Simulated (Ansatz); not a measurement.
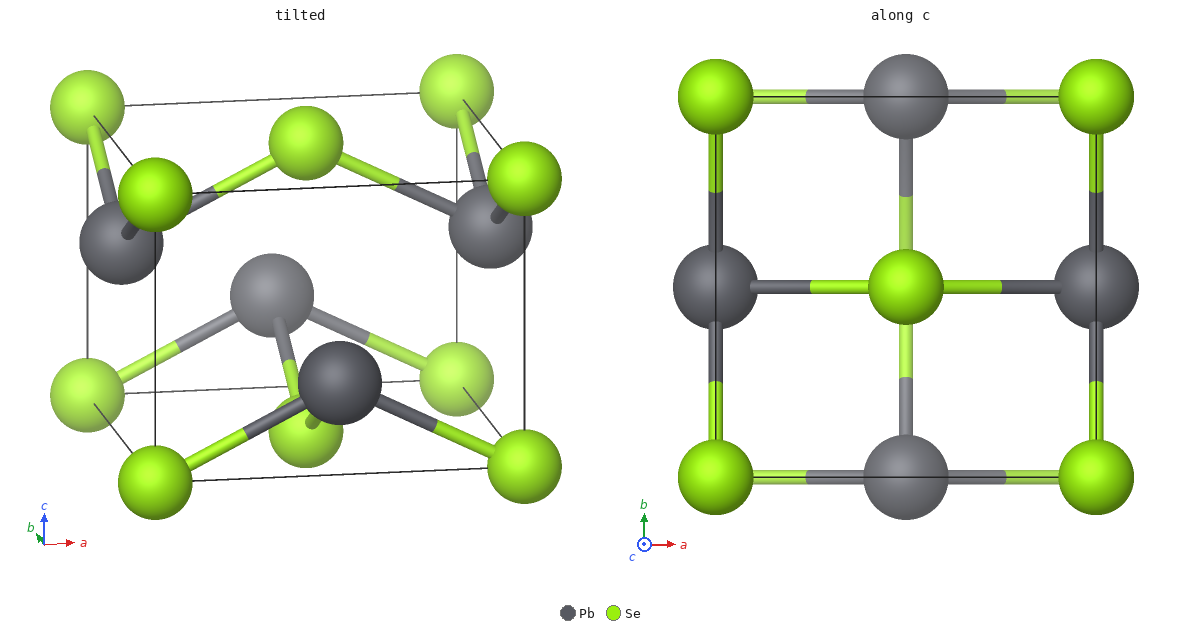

View slightly off an axis and along the c axis, drawn as a ball-and-stick model. The frame is the conventional unit cell; atoms at its boundary are shown with their periodic copies.

PbSe, space group P4/nmm (No. 129), a = 5.349 Å, b = 5.349 Å, c = 4.221 Å, α = 90.00°, β = 90.00°, γ = 90.00°. Origin of the cell: a structure type filled with these elements by a generator (whether the compound takes this form wasn't checked). Earlier steps of the study may have refined or changed the cell and positions. Ansatz was used for an electronic-structure calculation on it.

This one geometry was computed with Ansatz (DFT, plane waves, PAW) at six levels of theory: PBEsol, LDA, PBE, HSE06, PBE with spin-orbit coupling and r2SCAN.

Which level gives the highest pressure at this volume, and what does that say about its equilibrium volume?

Answer. Highest: PBE (0.0 GPa) and PBE with spin-orbit coupling (-0.1 GPa), which points to the largest equilibrium volume. Lowest, with the smallest volume: LDA (-4.0 GPa). Levels within 0.5 GPa of each other can't be told apart.

How does the band gap change with the level of theory?

Answer. PBE with spin-orbit coupling: a gap of 0.20 eV on the k-mesh; LDA: a gap of 0.32 eV on the k-mesh; PBEsol: a gap of 0.36 eV on the k-mesh; PBE: a gap of 0.43 eV, indirect; r2SCAN: a gap of 0.71 eV on the k-mesh; HSE06: a gap of 1.32 eV on the k-mesh.

Collect the results in a table.

Answer.
| level | cutoff (eV) | k-mesh of the run's cell | gap (eV) | pressure (GPa) |
| --- | --- | --- | --- | --- |
| PBEsol | 420 | 6×6×8 | 0.36 | -2.6 |
| LDA | 420 | 6×6×8 | 0.32 | -4.0 |
| PBE | 420 | 6×6×8 | 0.43 | 0.0 |
| HSE06 | 420 | 4×4×4 | 1.32 | -1.2 |
| PBE with spin-orbit coupling | 420 | 6×6×8 | 0.20 | -0.1 |
| r2SCAN | 500 | 6×6×8 | 0.71 | -1.1 |

Gaps are taken on the k-mesh or band path of each run.
